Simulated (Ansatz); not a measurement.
This input was run:

```
crystal:
  lattice:
    - [5.5140853216, 0.0, 0.0]
    - [-1.8380284405, 5.1987294973, 0.0]
    - [0.0, 0.0, 23.056731812]
  atoms:
    - { symbol: W, position: [0.25, 0.25, 0.3469702499] }
    - { symbol: W, position: [0.25, 0.75, 0.3469702499] }
    - { symbol: W, position: [0.75, 0.25, 0.3469702499] }
    - { symbol: W, position: [0.75, 0.75, 0.3469702499] }
    - { symbol: W, position: [0.4983423806, 0.5049307802, 0.4422918846] }
    - { symbol: W, position: [0.5065135782, 0.0036431707, 0.4401429702] }
    - { symbol: W, position: [0.0009449933, 0.5041495472, 0.4411923807] }
    - { symbol: W, position: [0.0037058587, -0.0026715165, 0.442037811] }
    - { symbol: W, position: [0.7419120154, 0.7561805017, 0.5363970856] }
    - { symbol: W, position: [0.7561037167, 0.2465158735, 0.5352834906] }
    - { symbol: W, position: [0.2663800855, 0.757307347, 0.5479199257] }
    - { symbol: W, position: [0.2393666993, 0.2427842226, 0.5327951692] }
basis:
  ecutwfc: 420
kpoints:
  mp_grid: { grid: [4, 4, 1] }
hamiltonian:
  xc: pbe
scf:
  occupations: { method: gaussian, width: 0.1 }
output:
  forces: true
  eigenvalues: true
  write_density: true
  volumetric_format: npy
efield:
  axis: 3
  dipole_correction: true
  ramp_width: 0.04
```

Launched with:
```bash
ansatz run input.yaml --threads 4 --pin off --max-ram 10240MiB --backend cpu --events-out ev --progress --plain --runs-dir out
```

What does the potential across the slab give for the work function?

The work function is 4.80 eV, the same on both faces. The two vacuum levels agree, so the slab has no net dipole along its normal. The outermost atoms are 4.6 Å apart, which leaves 18.4 Å of vacuum in a cell 23.1 Å high.

The atoms aren't at rest in this cell (largest force 2.4 eV/Å), so the relaxed material can differ. Spin-orbit coupling is left out, which matters for W.

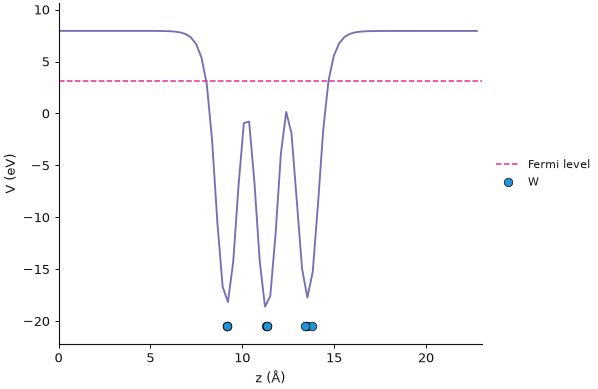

Plane-averaged electrostatic potential energy of an electron across the slab; circles at the bottom mark the heights of the atoms.
